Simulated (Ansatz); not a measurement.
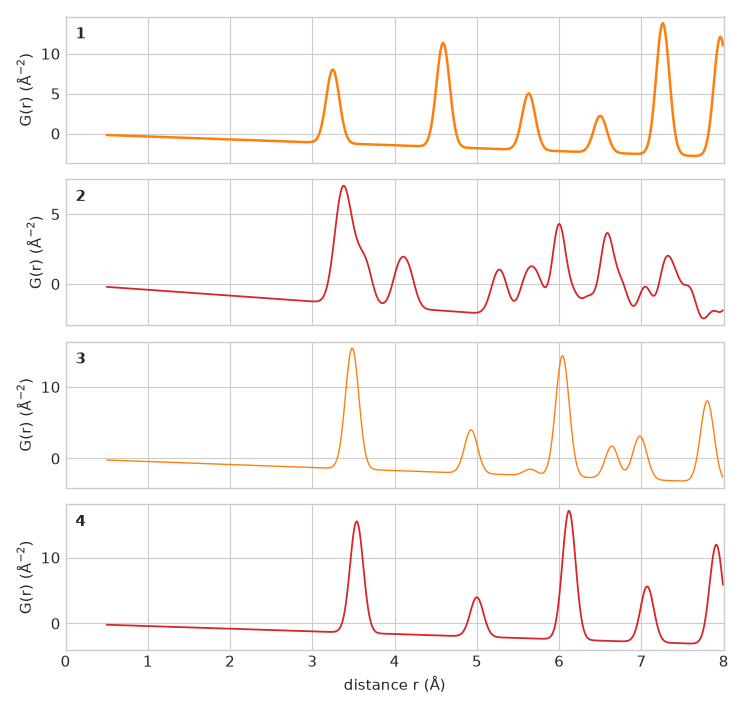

Each curve is a calculated X-ray PDF: distances of the static structure, each pair weighted by the product of the atomic numbers (X-ray weights at Q = 0), broadened by Gaussians with σ = 0.08 Å. No termination ripples are included.

Candidate polymorphs:

A. 
```
Tl
1.0
     3.49755    0.00000    0.00000
    -1.74877    3.02896    0.00000
     0.00000    0.00000   11.29819
Tl
4
Direct
  0.00000 0.00000 0.00000
  0.00000 0.00000 0.50000
  0.33333 0.66667 0.25000
  0.66667 0.33333 0.75000
```

B. 
```cif
data_structure
_symmetry_space_group_name_H-M 'P 1'
_symmetry_Int_Tables_number 1
_cell_length_a 5.0005
_cell_length_b 5.0005
_cell_length_c 5.0005
_cell_angle_alpha 90.000
_cell_angle_beta 90.000
_cell_angle_gamma 90.000
_cell_volume 125.04
loop_
_atom_site_label
_atom_site_type_symbol
_atom_site_fract_x
_atom_site_fract_y
_atom_site_fract_z
_atom_site_occupancy
Tl1 Tl 0.00000 0.00000 0.00000 1
Tl2 Tl 0.00000 0.50000 0.50000 1
Tl3 Tl 0.50000 0.00000 0.50000 1
Tl4 Tl 0.50000 0.50000 0.00000 1
```

C. 
```cif
data_structure
_symmetry_space_group_name_H-M 'P 1'
_symmetry_Int_Tables_number 1
_cell_length_a 3.2983
_cell_length_b 11.5078
_cell_length_c 3.5120
_cell_angle_alpha 90.000
_cell_angle_beta 115.339
_cell_angle_gamma 90.000
_cell_volume 120.48
loop_
_atom_site_label
_atom_site_type_symbol
_atom_site_fract_x
_atom_site_fract_y
_atom_site_fract_z
_atom_site_occupancy
Tl1 Tl 0.00000 0.37395 0.75000 1
Tl2 Tl 0.50000 0.12605 0.25000 1
Tl3 Tl 0.50000 0.87395 0.75000 1
Tl4 Tl 0.00000 0.62605 0.25000 1
```

D. 
```cif
data_structure
_symmetry_space_group_name_H-M 'Pm-3m'
_symmetry_Int_Tables_number 221
_cell_length_a 3.2485
_cell_length_b 3.2485
_cell_length_c 3.2485
_cell_angle_alpha 90.000
_cell_angle_beta 90.000
_cell_angle_gamma 90.000
_cell_volume 34.28
loop_
_atom_site_label
_atom_site_type_symbol
_atom_site_symmetry_multiplicity
_atom_site_Wyckoff_symbol
_atom_site_fract_x
_atom_site_fract_y
_atom_site_fract_z
_atom_site_occupancy
Tl1 Tl 1 a 0.00000 0.00000 0.00000 1
```

Origins: A, the input geometry of an electronic-structure calculation (not necessarily at equilibrium); the starting structure was generated, so it need not be a known form of this composition; B, the end point of a relaxation with Ansatz 0.2.0, DFT, PBE, plane waves (420 eV) with PAW, scalar-relativistic; the starting structure was generated, so it need not be a known form of this composition; C, the end point of a relaxation with DFT, r2SCAN, plane waves (500 eV) with PAW, scalar-relativistic in Ansatz; the starting structure was generated, so it need not be a known form of this composition; D, the input geometry of an electronic-structure calculation (not necessarily at equilibrium); the starting structure was generated, so it need not be a known form of this composition.

Question: Match each curve to its structure.

Answer: curve 1 is D (Tl, first clear peaks at 3.25 Å (Tl–Tl) and 4.59 Å (Tl–Tl)); curve 2 is C (Tl, first clear peaks at 3.38 Å (Tl–Tl) and 4.11 Å (Tl–Tl)); curve 3 is A (Tl, first clear peaks at 3.48 Å (Tl–Tl) and 4.93 Å (Tl–Tl)); curve 4 is B (Tl, first clear peaks at 3.54 Å (Tl–Tl) and 5.00 Å (Tl–Tl)).
